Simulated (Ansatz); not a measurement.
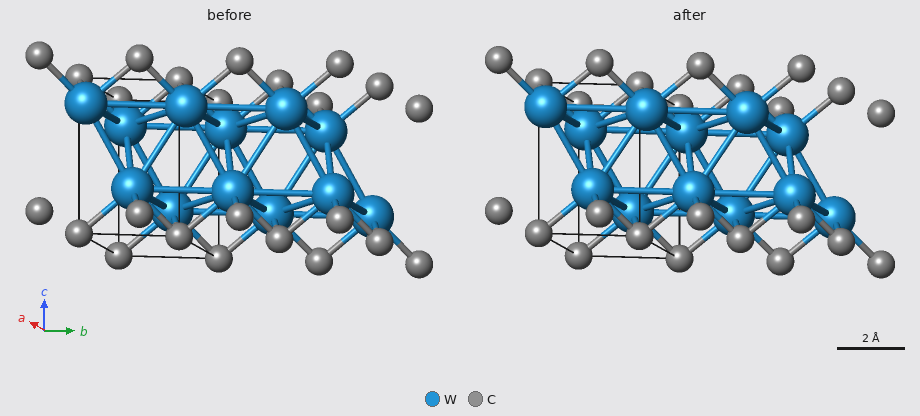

The structure of crystalline W2C (a generated structure, set up in P-3m1) before (left) and after (right) a relaxation, at one scale.

Style: ball-and-stick. Shown: the cell of the calculation, repeated 2 × 3 × 1 with one cell outlined, from a free direction.

Case: Ta → W on all its sites, cell and atoms relaxed.

Level of theory: Ansatz 0.2.0, DFT PBEsol, scalar-relativistic, plane waves, PAW. Set-up: plane-wave cutoff 420 eV; k-point mesh 18 × 18 × 10; occupations gaussian; smearing width 0.1 eV; no spin polarisation; cell and atoms relaxed; force threshold 0.01 eV/Å; at most 60 steps.

Question: Summarise the run.

Answer: The largest moves relative to the cell, 0.005 Å, are those of W atoms. C stays in place. The drawn cell changes as follows: a = b 3.014 → 3.034 Å (+0.7 %), c 4.792 → 4.645 Å (−3.1 %); the volume changes by −1.8 %. Some distances before and after: W–W 2.939 → 2.879 Å, W–W 2.984 → 2.939 Å, W–W 3.014 → 3.034 Å, C–W 2.121 → 2.112 Å. The space group stays P-3m1 (No. 164). Over 4 accepted moves (6 points after the start) the energy falls by 45.6 meV per cell of the calculation. The largest force component goes from 0.21 to 0.00044 eV/Å. The pressure goes from −6.18 to −0.05 GPa. The line search rejected the trial step at point 1 of the run. The SCF was repeated once at an unchanged geometry on a basis and grid sized afresh for the cell, which shifted the energy by 0.6 meV per cell of the calculation at most.
